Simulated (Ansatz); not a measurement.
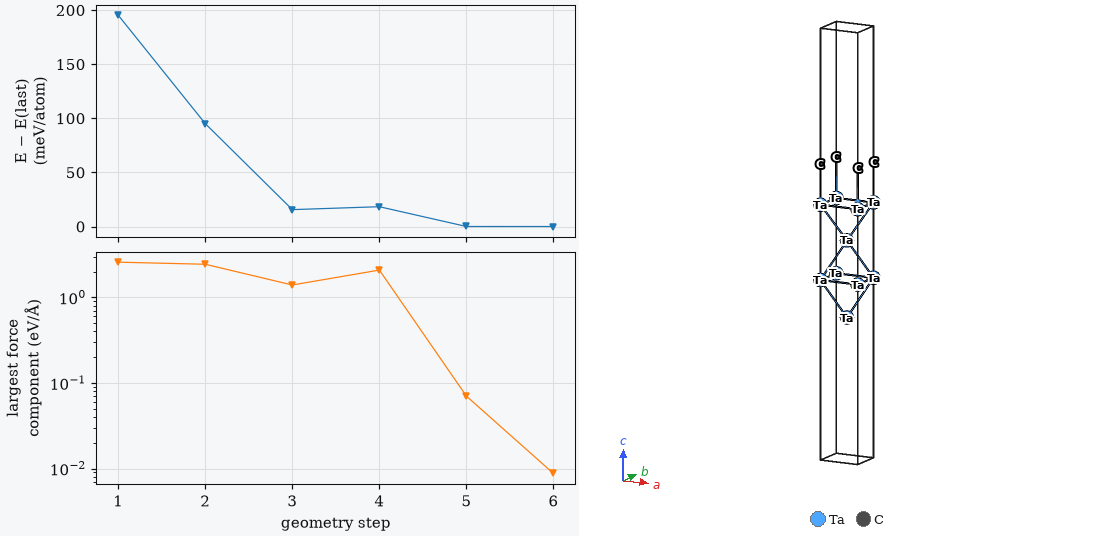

Beside the plot: the structure at the start.

History of a geometry optimisation. The run: Ta$_{4}$C (slab, 5 atoms in the cell), by DFT PBEsol, scalar-relativistic, plane waves, PAW (Ansatz 0.2.0); cutoff 420 eV, 11×11×1 k-mesh, Gaussian smearing of 0.1 eV. Only the atoms move.

The optimisation met its thresholds at geometry 6, counting the start as the first. The energy fell by about 200 meV/atom from the first step to the last. Step 4 went uphill and was rejected by the line search. The largest force component goes from about 2.6 eV/Å at the start to 9 × 10⁻³ eV/Å at the end.
